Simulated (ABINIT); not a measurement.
# InP (F-43m): G0W0 in ABINIT against the plane-wave cutoff, part 2 of 2

How does the gap of InP (F-43m) converge in the plane-wave cutoff?

ABINIT 10.8.3; PBE and many-body steps on it, plane waves. Known limits of the many-body steps: not at the basis limit; exchange with frozen shells missing; mesh may overstate the screening; no spin-orbit coupling; coarse k mesh.

So far. Step 5 (Empty states on the mesh, 4×4×4 mesh, 98 bands): On this mesh the gap is 0.709 eV. Step 6 (Screening, 4×4×4 mesh, 90 bands, screening to 163.3 eV): Local fields lower ε∞ by 5 %. On a Γ-centred mesh this coarse the value itself is usually too large, while a short band sum pulls it down.

The database entry behind the starting cell differs from later determinations by our own check (0.1 to 0.3 % short, probably kX units), so it need not match the best structure at ambient conditions.

## 8. Screening, 4×4×4 mesh, 90 bands, screening to 163.3 eV

This step: RPA screening on PBE, plane waves, norm-conserving pseudopotentials.

The input, run.abi:

```
acell 3*1.0 Angstrom
rprim 
  -0.000000000000 2.930500000000 2.930500000000
  2.930500000000 -0.000000000000 2.930500000000
  2.930500000000 2.930500000000 -0.000000000000
ntypat 2
znucl 49 15
natom 2
typat 1 2
xred 
  0.000000000000 0.000000000000 0.000000000000
  0.250000000000 0.250000000000 0.250000000000
pp_dirpath "pseudos"
pseudos "In.upf, P.upf"
ecut 25
ngkpt 4 4 4
nshiftk 1
shiftk 0 0 0
kptopt 1
chksymbreak 0
istwfk *1
occopt 1
irdwfk 1
optdriver 3
nband 90
ecuteps 6
inclvkb 2
awtr 1
symchi 1
indata_prefix "in"
outdata_prefix "out"
tmpdata_prefix "tmp"
```

Started as:

```console
OMP_NUM_THREADS=1 mpirun -n 4 abinit run.abi > log
```

Numbers of over 12 decimals in the logs are rounded to 6 here.

What it wrote:

```text
.Version 10.8.3 of ABINIT. v10.8.2 released Aug 2026.

 Symmetries : space group F-4 3 m (#216); Bravais cF (face-center cubic)
[... echo of the input left out ...]
== DATASET  1 ==================================================================
-   mpi_nproc: 4, omp_nthreads: 1 (-1 if OMP is not activated)

--- !DatasetInfo
iteration_state: {dtset: 1, }
dimensions: {natom: 2, nkpt: 8, mband: 90, nsppol: 1, nspinor: 1, nspden: 1, mpw: 2085, }
cutoff_energies: {ecut:  25.0, pawecutdg:  -1.0, }
electrons: {nelect:   1.80000000E+01, charge:   0.00000000E+00, occopt:   1.00000000E+00, tsmear:   1.00000000E-02, }

 SCREENING: Calculation of the susceptibility and dielectric matrices

 Based on a program developped by R.W. Godby, V. Olevano, G. Onida, and L. Reining.
 Incorporated in ABINIT by V. Olevano, G.-M. Rignanese, and M. Torrent.
.Using double precision arithmetic ; gwpc =  8

[... cell and pseudopotentials left out ...]
--------------------------------------------------------------------------------

 ==== K-mesh for the wavefunctions ====
 Number of points in the irreducible wedge :     8
[... list of points left out ...]
 Together with 24 symmetry operations and time-reversal symmetry
 yields    64 points in the full Brillouin Zone.

 ==== Q-mesh for the screening function ====
 Number of points in the irreducible wedge :     8
[... list of points left out ...]
 Together with 24 symmetry operations and time-reversal symmetry
 yields    64 points in the full Brillouin Zone.

 setmesh: FFT mesh size selected  =    27x   27x   27
          total number of points  =        19683

 vcoul_init : cutoff-mode = AUXILIARY_FUNCTION
 q-points for optical limit:   1
     1)      0.000010    0.000020    0.000030

- screening: taking advantage of time-reversal symmetry
- Maximum band index for partially occupied states nbvw = 9
- Remaining bands to be divided among processors   nbcw = 81
- Number of bands treated by each node ~20

 Number of electrons calculated from density =   18.0000; Expected =   18.0000
 average of density, n =  0.052993
 r_s =    1.6516
 omega_plasma =   22.2058 [eV]

 calculating chi0 at frequencies [eV] :
  1    0.000000E+00    0.000000E+00
  2    0.000000E+00    2.220578E+01

--------------------------------------------------------------------------------
  q-point number  1        q = ( 0.000000, 0.000000, 0.000000) [r.l.u.]
--------------------------------------------------------------------------------
[... chi0 elements left out ...]
 For q-point:  0.000010 0.000020 0.000030
  dielectric constant =  42.9590
  dielectric constant without local fields =  45.3947

  Average fulfillment of the sum rule on Im[epsilon] for q-point    1 :     78.58  [%]
[... wings left out ...]
  q-point number  2        q = ( 0.250000, 0.000000, 0.000000) [r.l.u.]
--------------------------------------------------------------------------------
[... chi0 elements left out ...]
  Average fulfillment of the sum rule on Im[epsilon] for q-point    2 :    102.87  [%]

 [... 6 further q-points ...]
```

Run time: 20 s. Hardware: 4 MPI ranks of Arm Neoverse V1, shared host; peak memory 0.6 GiB; 79 s of CPU time.

Numbers from this step:

```
ε∞ with local fields, on this mesh, along the program's q direction : 42.96
the same without local fields                                       : 45.39
plasma frequency                                                    : 22.21 eV
plane waves in the screening matrix                                 : 259
```

## 9. 25 Ha

The self-energy is evaluated for the states that the input lists, and the levels follow from it, in one-shot runs by the linearised quasiparticle equation.

This step: G0W0 on PBE, plane waves, norm-conserving pseudopotentials.

run.abi: that of step 8 with these lines changed.

```diff
@@ -23,8 +23,15 @@
 irdwfk 1
-optdriver 3
+optdriver 4
 nband 90
+gwcalctyp 0
+ecutsigx 25
+symsigma 1
+nkptgw 1
+kptgw 
+  0.0000000000 0.0000000000 0.0000000000
+bdgw 
+  7 13
 ecuteps 6
-inclvkb 2
-awtr 1
-symchi 1
+irdscr 1
+ppmodel 1
 indata_prefix "in"
```

What it wrote:

```text
.Version 10.8.3 of ABINIT. v10.8.2 released Aug 2026.

 Symmetries : space group F-4 3 m (#216); Bravais cF (face-center cubic)
[... echo of the input left out ...]
== DATASET  1 ==================================================================
-   mpi_nproc: 4, omp_nthreads: 1 (-1 if OMP is not activated)

--- !DatasetInfo
iteration_state: {dtset: 1, }
dimensions: {natom: 2, nkpt: 8, mband: 90, nsppol: 1, nspinor: 1, nspden: 1, mpw: 2085, }
cutoff_energies: {ecut:  25.0, pawecutdg:  -1.0, }
electrons: {nelect:   1.80000000E+01, charge:   0.00000000E+00, occopt:   1.00000000E+00, tsmear:   1.00000000E-02, }

 SIGMA: Calculation of the GW corrections

 Based on a program developped by R.W. Godby, V. Olevano, G. Onida, and L. Reining.
 Incorporated in ABINIT by V. Olevano, G.-M. Rignanese, and M. Torrent.
.Using double precision arithmetic ; gwpc =  8

[... cell and pseudopotentials left out ...]
--------------------------------------------------------------------------------

 ==== K-mesh for the wavefunctions ====
 Number of points in the irreducible wedge :     8
[... list of points left out ...]
 Together with 24 symmetry operations and time-reversal symmetry
 yields    64 points in the full Brillouin Zone.

 ==== Q-mesh for screening function ====
 Number of points in the irreducible wedge :     8
[... list of points left out ...]
 Together with 24 symmetry operations and time-reversal symmetry
 yields    64 points in the full Brillouin Zone.

 vcoul_init : cutoff-mode = AUXILIARY_FUNCTION
 q-points for optical limit:   1
     1)      0.000010    0.000020    0.000030
 setmesh: FFT mesh size selected  =    36x   36x   36
          total number of points  =        46656

 Number of electrons calculated from density =   18.0000; Expected =   18.0000
[...]
number of q-points in BZ                           64
 number of frequencies for dSigma/dE                 9
 frequency step for dSigma/dE [eV]                0.25
 number of omega for Sigma on real axis              0
 max omega for Sigma on real axis  [eV]           0.00
 zcut for avoiding poles [eV]                     0.10

 EPSILON^-1 parameters (SCR file):
 dimension of the eps^-1 matrix on file            259
 dimension of the eps^-1 matrix used               259
 number of plane-waves for wavefunctions          2085
 number of bands                                    90
 number of q-points in IBZ                           8
 number of frequencies                               2
 number of real frequencies                          1
 number of imag frequencies                          1

 matrix elements of self-energy operator (all in [eV])

 Perturbative Calculation

--- !SelfEnergy_ee
iteration_state: {dtset: 1, }
kpoint     : [   0.000,    0.000,    0.000, ]
spin       : 1
KS_gap     :    0.708
QP_gap     :    1.000
Delta_QP_KS:    0.292
data: !SigmaeeData |
     Band     E0 <VxcDFT>   SigX SigC(E0)      Z dSigC/dE  Sig(E)    E-E0       E
        7   4.476 -12.526 -14.191   1.306   0.772  -0.295 -12.804  -0.278   4.198
        8   4.476 -12.526 -14.191   1.306   0.772  -0.295 -12.804  -0.278   4.198
        9   4.476 -12.526 -14.191   1.306   0.772  -0.295 -12.804  -0.278   4.198
       10   5.184 -11.293  -7.496  -3.779   0.786  -0.273 -11.279   0.014   5.197
       11   8.564 -10.217  -6.371  -3.926   0.789  -0.267 -10.280  -0.063   8.501
       12   8.564 -10.217  -6.371  -3.926   0.789  -0.267 -10.280  -0.063   8.501
       13   8.564 -10.217  -6.371  -3.926   0.789  -0.267 -10.280  -0.063   8.501

== END DATASET(S) ==============================================================
================================================================================

 -outvars: echo values of variables after computation  --------
           etotal      0.0000000000E+00
            nband          90
             nkpt           8
          spgroup         216
 [... the other variables as echoed above ...]

 Calculation completed.
```

Run time: 6.8 s. Hardware: 4 MPI ranks; peak memory 0.63 GiB.

This step gave:

```
G0W0 gap on the points computed              : 0.9990 eV
starting gap on the mesh                     : 0.7081 eV
k of the valence top                         : 0, 0, 0
k of the conduction bottom                   : 0, 0, 0
Z at the valence top                         : 0.772
Z at the conduction bottom                   : 0.786
least direct G0W0 gap on the computed points : 0.9990 eV
```

The gap on the mesh goes from 0.71 eV to 1.00 eV, a correction of +0.29 eV.

## 10. Screening, 4×4×4 mesh, 90 bands, screening to 163.3 eV

This step: RPA screening on PBE, plane waves, norm-conserving pseudopotentials.

run.abi: that of step 9 with these lines changed.

```diff
@@ -14,3 +14,3 @@
 pseudos "In.upf, P.upf"
-ecut 25
+ecut 31
 ngkpt 4 4 4
@@ -23,15 +23,8 @@
 irdwfk 1
-optdriver 4
+optdriver 3
 nband 90
-gwcalctyp 0
-ecutsigx 25
-symsigma 1
-nkptgw 1
-kptgw 
-  0.0000000000 0.0000000000 0.0000000000
-bdgw 
-  7 13
 ecuteps 6
-irdscr 1
-ppmodel 1
+inclvkb 2
+awtr 1
+symchi 1
 indata_prefix "in"
```

What it wrote:

```text
.Version 10.8.3 of ABINIT. v10.8.2 released Aug 2026.

 Symmetries : space group F-4 3 m (#216); Bravais cF (face-center cubic)
[... echo of the input left out ...]
== DATASET  1 ==================================================================
-   mpi_nproc: 4, omp_nthreads: 1 (-1 if OMP is not activated)

--- !DatasetInfo
iteration_state: {dtset: 1, }
dimensions: {natom: 2, nkpt: 8, mband: 90, nsppol: 1, nspinor: 1, nspden: 1, mpw: 2826, }
cutoff_energies: {ecut:  31.0, pawecutdg:  -1.0, }
[...]
--------------------------------------------------------------------------------
[... chi0 elements left out ...]
 For q-point:  0.000010 0.000020 0.000030
  dielectric constant =  42.7770
  dielectric constant without local fields =  45.2027

  Average fulfillment of the sum rule on Im[epsilon] for q-point    1 :     78.60  [%]
[... wings left out ...]
  q-point number  2        q = ( 0.250000, 0.000000, 0.000000) [r.l.u.]
--------------------------------------------------------------------------------
[... chi0 elements left out ...]
  Average fulfillment of the sum rule on Im[epsilon] for q-point    2 :    102.85  [%]

 [... 6 further q-points ...]
```

It took 23 s on 4 MPI ranks; peak memory 0.74 GiB.

This step gave:

| Quantity | Value |
| --- | --- |
| ε∞ with local fields, on this mesh, along the program's q direction | 42.78 |
| the same without local fields | 45.20 |
| plasma frequency | 22.21 eV |
| plane waves in the screening matrix | 259 |

## 11. 31 Ha

This step: G0W0 on PBE, plane waves, norm-conserving pseudopotentials.

run.abi: that of step 10 with these lines changed.

```diff
@@ -23,8 +23,15 @@
 irdwfk 1
-optdriver 3
+optdriver 4
 nband 90
+gwcalctyp 0
+ecutsigx 31
+symsigma 1
+nkptgw 1
+kptgw 
+  0.0000000000 0.0000000000 0.0000000000
+bdgw 
+  7 13
 ecuteps 6
-inclvkb 2
-awtr 1
-symchi 1
+irdscr 1
+ppmodel 1
 indata_prefix "in"
```

What it wrote:

```text
.Version 10.8.3 of ABINIT. v10.8.2 released Aug 2026.

 Symmetries : space group F-4 3 m (#216); Bravais cF (face-center cubic)
[... echo of the input left out ...]
== DATASET  1 ==================================================================
-   mpi_nproc: 4, omp_nthreads: 1 (-1 if OMP is not activated)

--- !DatasetInfo
iteration_state: {dtset: 1, }
dimensions: {natom: 2, nkpt: 8, mband: 90, nsppol: 1, nspinor: 1, nspden: 1, mpw: 2826, }
cutoff_energies: {ecut:  31.0, pawecutdg:  -1.0, }
[...]
11   8.562 -10.216  -6.368  -3.927   0.789  -0.267 -10.278  -0.062   8.499
       12   8.562 -10.216  -6.368  -3.927   0.789  -0.267 -10.278  -0.062   8.499
       13   8.562 -10.216  -6.368  -3.927   0.789  -0.267 -10.278  -0.062   8.499

== END DATASET(S) ==============================================================
================================================================================

 -outvars: echo values of variables after computation  --------
           etotal      0.0000000000E+00
            nband          90
             nkpt           8
          spgroup         216
 [... the other variables as echoed above ...]

 Calculation completed.
```

The job ended after 7.1 s (4 MPI ranks; peak memory 0.72 GiB).

This step gave:

```yaml
g0w0_gap_on_the_points_computed: 1.004 eV
starting_gap_on_the_mesh: 0.7094 eV
k_of_the_valence_top: 0, 0, 0
k_of_the_conduction_bottom: 0, 0, 0
least_direct_g0w0_gap_on_the_computed_points: 1.004 eV
```

Against the run before, the gap moves by +0.005 eV.

## 12. Screening, 4×4×4 mesh, 90 bands, screening to 163.3 eV

This step: RPA screening on PBE, plane waves, norm-conserving pseudopotentials.

run.abi: that of step 11 with these lines changed.

```diff
@@ -14,3 +14,3 @@
 pseudos "In.upf, P.upf"
-ecut 31
+ecut 39
 ngkpt 4 4 4
@@ -23,15 +23,8 @@
 irdwfk 1
-optdriver 4
+optdriver 3
 nband 90
-gwcalctyp 0
-ecutsigx 31
-symsigma 1
-nkptgw 1
-kptgw 
-  0.0000000000 0.0000000000 0.0000000000
-bdgw 
-  7 13
 ecuteps 6
-irdscr 1
-ppmodel 1
+inclvkb 2
+awtr 1
+symchi 1
 indata_prefix "in"
```

What it wrote:

```text
.Version 10.8.3 of ABINIT. v10.8.2 released Aug 2026.

 Symmetries : space group F-4 3 m (#216); Bravais cF (face-center cubic)
[... echo of the input left out ...]
== DATASET  1 ==================================================================
-   mpi_nproc: 4, omp_nthreads: 1 (-1 if OMP is not activated)

--- !DatasetInfo
iteration_state: {dtset: 1, }
dimensions: {natom: 2, nkpt: 8, mband: 90, nsppol: 1, nspinor: 1, nspden: 1, mpw: 3984, }
cutoff_energies: {ecut:  39.0, pawecutdg:  -1.0, }
[...]
--------------------------------------------------------------------------------
[... chi0 elements left out ...]
 For q-point:  0.000010 0.000020 0.000030
  dielectric constant =  42.7797
  dielectric constant without local fields =  45.2054

  Average fulfillment of the sum rule on Im[epsilon] for q-point    1 :     78.61  [%]
[... wings left out ...]
  q-point number  2        q = ( 0.250000, 0.000000, 0.000000) [r.l.u.]
--------------------------------------------------------------------------------
[... chi0 elements left out ...]
  Average fulfillment of the sum rule on Im[epsilon] for q-point    2 :    102.88  [%]

 [... 6 further q-points ...]
```

Elapsed: 25 s, on 4 MPI ranks; peak memory 0.88 GiB; 99 s of CPU time.

This step gave:

```yaml
eps_infinity_with_local_fields_on_this_mesh_along_the_program_s_q_direction: 42.78
the_same_without_local_fields: 45.21
plasma_frequency: 22.21 eV
plane_waves_in_the_screening_matrix: 259
```

## 13. 39 Ha

This step: G0W0 on PBE, plane waves, norm-conserving pseudopotentials.

run.abi: that of step 12 with these lines changed.

```diff
@@ -23,8 +23,15 @@
 irdwfk 1
-optdriver 3
+optdriver 4
 nband 90
+gwcalctyp 0
+ecutsigx 39
+symsigma 1
+nkptgw 1
+kptgw 
+  0.0000000000 0.0000000000 0.0000000000
+bdgw 
+  7 13
 ecuteps 6
-inclvkb 2
-awtr 1
-symchi 1
+irdscr 1
+ppmodel 1
 indata_prefix "in"
```

What it wrote:

```text
.Version 10.8.3 of ABINIT. v10.8.2 released Aug 2026.

 Symmetries : space group F-4 3 m (#216); Bravais cF (face-center cubic)
[... echo of the input left out ...]
== DATASET  1 ==================================================================
-   mpi_nproc: 4, omp_nthreads: 1 (-1 if OMP is not activated)

--- !DatasetInfo
iteration_state: {dtset: 1, }
dimensions: {natom: 2, nkpt: 8, mband: 90, nsppol: 1, nspinor: 1, nspden: 1, mpw: 3984, }
cutoff_energies: {ecut:  39.0, pawecutdg:  -1.0, }
[...]
11   8.562 -10.216  -6.368  -3.927   0.789  -0.267 -10.278  -0.062   8.499
       12   8.562 -10.216  -6.368  -3.927   0.789  -0.267 -10.278  -0.062   8.499
       13   8.562 -10.216  -6.368  -3.927   0.789  -0.267 -10.278  -0.062   8.499

== END DATASET(S) ==============================================================
================================================================================

 -outvars: echo values of variables after computation  --------
           etotal      0.0000000000E+00
            nband          90
             nkpt           8
          spgroup         216
 [... the other variables as echoed above ...]

 Calculation completed.
```

Run time: 7.6 s. Hardware: 4 MPI ranks; peak memory 0.79 GiB; 30 s of CPU time.

Numbers from this step:

```yaml
g0w0_gap_on_the_points_computed: 1.005 eV
starting_gap_on_the_mesh: 0.7091 eV
k_of_the_valence_top: 0, 0, 0
k_of_the_conduction_bottom: 0, 0, 0
least_direct_g0w0_gap_on_the_computed_points: 1.005 eV
```

Against the run before, the gap moves by +0.001 eV.

## 14. Side by side

Times are wall times on 4 MPI ranks of Arm Neoverse V1, shared host, good to a factor of about two. A run's time includes the screening step that it read.

```
  run   mesh  bands  screening cutoff (eV)  DFT gap (eV)  gap on the mesh (eV)  direct (eV)  ε∞ used  time
19 Ha  4×4×4     90                  163.3         0.674                 0.949        0.949    47.75  24 s
25 Ha  4×4×4     90                  163.3         0.708                 0.999        0.999    42.96  27 s
31 Ha  4×4×4     90                  163.3         0.709                 1.004        1.004    42.78  30 s
39 Ha  4×4×4     90                  163.3         0.709                 1.005        1.005    42.78  32 s
```

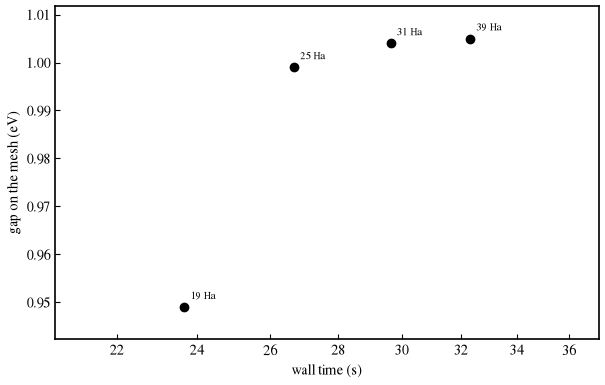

Result against wall time.

## 15. Summary of results

- 19 Ha: 0.949 eV
- 25 Ha: 0.999 eV
- 31 Ha: 1.004 eV
- 39 Ha: 1.005 eV
- known limits: not at the basis limit; exchange with frozen shells missing; mesh may overstate the screening; no spin-orbit coupling; coarse k mesh

In words: The setting moved: plane-wave cutoff. From 19 Ha to 39 Ha the gap moves by +0.06 eV. It holds to 0.03 eV from 25 Ha on. Bands and screening cutoff are coupled, so a series along one setting does not show full convergence. Bands and cutoff are finite, so the gap is not at the basis limit. The miss can reach some tenths of an eV and take either sign; the mesh is an error of its own. In the first G0W0 run levels were corrected at 1 k point alone, so a gap called «on the mesh» is the least over those, and an edge elsewhere would be missed. The 4×4×4 mesh is coarse for this cell, which bears on the long-range parts of exchange and screening. The norm-conserving file of at least one element keeps a d shell over frozen s and p shells of the same row. Exchange with those shells is missing from the self-energy, an error of 0.3 to 0.9 eV in cases checked, whose sign depends on which edge lies on those atoms. For the PBE start: The RPA ε∞ on this mesh reaches over 25; with a narrow direct gap a coarse mesh can overstate it, and the correction is then too small. The many-body steps are scalar-relativistic: spin-orbit coupling is not in them.

[Paths, hosts, dates, memory and timing lines, banners, echoed tables and standing remarks are left out of the program output.]

[Logs are printed without paths, hosts, clocks, repeated set-up lines and the standing remarks that a program may print on its own settings, such as how far it seeks lower states.]

[Runs of the session that timed out or met a known fault of the program may be left out.]

[No measured gap is set beside runs whose start may be inverted or whose files or cutoffs have a known fault.]

[Hosts, paths, dates, database ids (printed as entryN), source tags and the programs' standing remarks are cut or masked in the printed files.]

[G0W0 gaps are taken among the corrected bands and points alone; a level outside them can change the order at an edge.]

[Where Ansatz stands beside ABINIT at settings called matched, ABINIT's density can come from a denser mesh and the files from another edition; pairs whose starting gaps differed by over 0.03 eV were left out, so agreement reads better than it is.]
